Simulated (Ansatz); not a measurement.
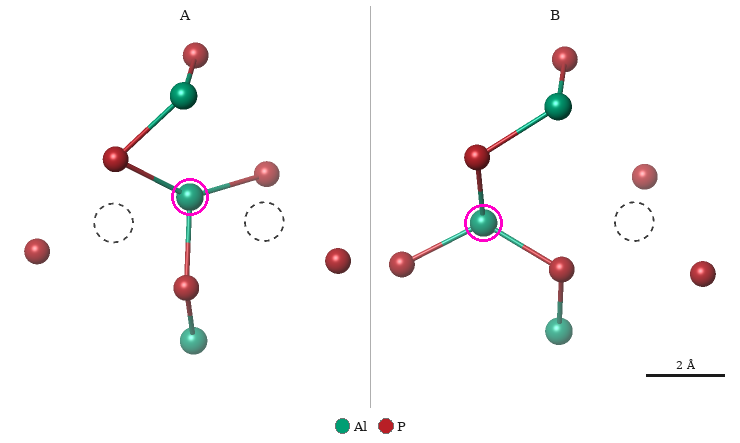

A vacancy jump of aluminium in AlP (F-43m phase), in a cell of charge −3 (on a uniform background) with 15 atoms, whose images lie 7.8 Å apart. One frame is the relaxed vacancy; in the other the neighbouring Al atom (ringed) was set half-way along its jump of 3.89 Å and all atoms were relaxed in the symmetry of that start. Dashed circles mark empty sites. A ball-and-stick model of the slice 3.8 Å thick through the jump, out to 4.3 Å from its middle, seen across the jump.

These are results of DFT PBE, scalar-relativistic, plane waves, PAW (Ansatz 0.2.0), not measurements. (plane-wave cutoff 420 eV; k-point mesh 4 × 4 × 4; occupations gaussian; smearing width 0.05 eV; no spin polarisation; atoms relaxed in a fixed cell; force threshold 0.02 eV/Å).

> What does the half-way point cost?

Frame A is the half-way start after relaxation. It lies 1.83 eV above the relaxed vacancy. The atom stays half-way, bowed 0.56 Å off the straight line. The symmetry of the start was kept and can hold it there, so for a path with one hump at the middle this is the barrier or an upper bound to it. There it has 5 P as nearest neighbours, the closest at 2.34 Å. The gap on the mesh is 0.75 eV with the relaxed vacancy and 0.00 eV half-way.

Limits of the set-up: the periodic images lie only 7.8 Å apart, so the values are limited by the cell's size; the cell is charged, on a uniform background, and energies carry no finite-size correction.
